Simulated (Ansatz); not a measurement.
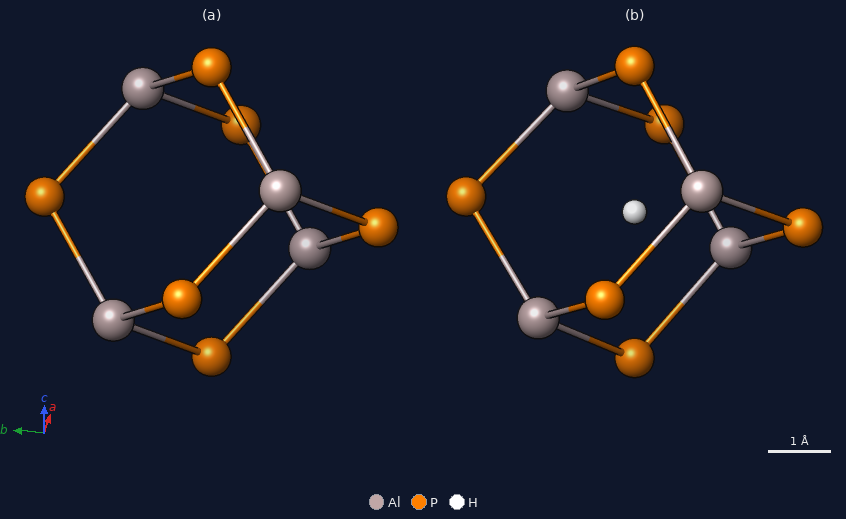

Left: perfect AlP. Right: the same region with one point defect, after relaxing the atoms in a supercell of 32 sites. Style: ball-and-stick. Shown: the atoms within 3.8 Å of one point, from a free direction.

All numbers below come from Ansatz, DFT PBE, scalar-relativistic, plane waves, PAW. Set-up: plane-wave cutoff 420 eV; k-point mesh 2 × 2 × 2; occupations gaussian; smearing width 0.01 eV; mesh shifted by (0.5, 0.5, 0.5); collinear spin. The cell is small and the k-mesh coarse, so the numbers are rough. The axes drawn are those of the host's conventional cell.

Which defect is it?

An extra hydrogen atom is put between the host's atoms (an interstitial).

The charge state of the cell is 0.

How does the lattice respond?

The H atom starts with 4 Al at 2.38 Å, 6 P at 2.75 Å around its place and ends with 4 Al at 2.34 Å, 6 P at 2.78 Å. Of the host's atoms, an aluminium atom moves furthest from its site, by 0.05 Å. The cell's net moment is 1.00 μB. Relaxing the atoms from the host's sites lowers the energy by 0.03 eV. At a tolerance of 0.02 Å the relaxed supercell has space group I-43m.
